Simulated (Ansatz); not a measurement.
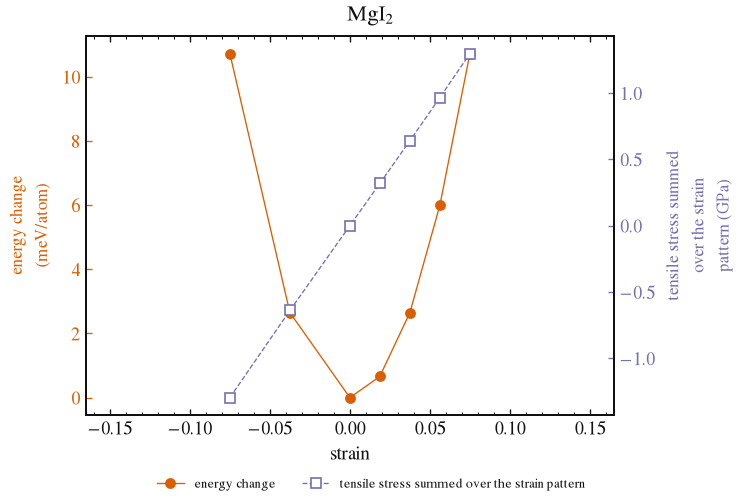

The picture above shows the energy change and tensile stress summed over the strain pattern against strain for MgI₂, space group P-3m1 (No. 164).

Starting cell:
```xyz
3
Lattice="4.1537 0.0000 0.0000 -2.0769 3.5972 0.0000 0.0000 0.0000 6.8620" Properties=species:S:1:pos:R:3 pbc="T T T"
Mg    0.0000    0.0000    0.0000
I     0.0000    2.3981    5.1989
I     2.0769    1.1991    1.6631
```

How it was computed, with Ansatz 0.2.0: homogeneous strain of a crystal along one Voigt pattern with engineering shear, fractional coordinates fixed, by plane-wave density functional theory with PAW datasets, free energies less that of the undisturbed cell; scalar-relativistic. Level: PBE, no spin polarisation.

wave cutoff 420 eV; k mesh 6×6×4; occupations Gaussian; smearing width 0.05 eV; k shift (0, 0, 0) (mesh steps); start as given; strain pattern (0, 0, 0, 0, 1, 0) (xx yy zz yz xz xy with engineering shear).

The points at strain −0.1125, −0.0375, 0.075 and 0.15 follow from computed ones by symmetry.

The points at strain −0.1500, −0.1125, 0.0937, 0.1125, 0.1312 and 0.1500 are left out of the plot. What values does the calculation give there?

| strain | energy change (meV/atom) | tensile stress summed over the strain pattern (GPa) |
| --- | --- | --- |
| −0.1500 | 44.48 | −2.729 |
| −0.1125 | 24.50 | −1.988 |
| 0.0937 | 16.85 | 1.637 |
| 0.1125 | 24.50 | 1.988 |
| 0.1312 | 33.65 | 2.351 |
| 0.1500 | 44.48 | 2.729 |

Keep in mind: reference crystal is not relaxed.
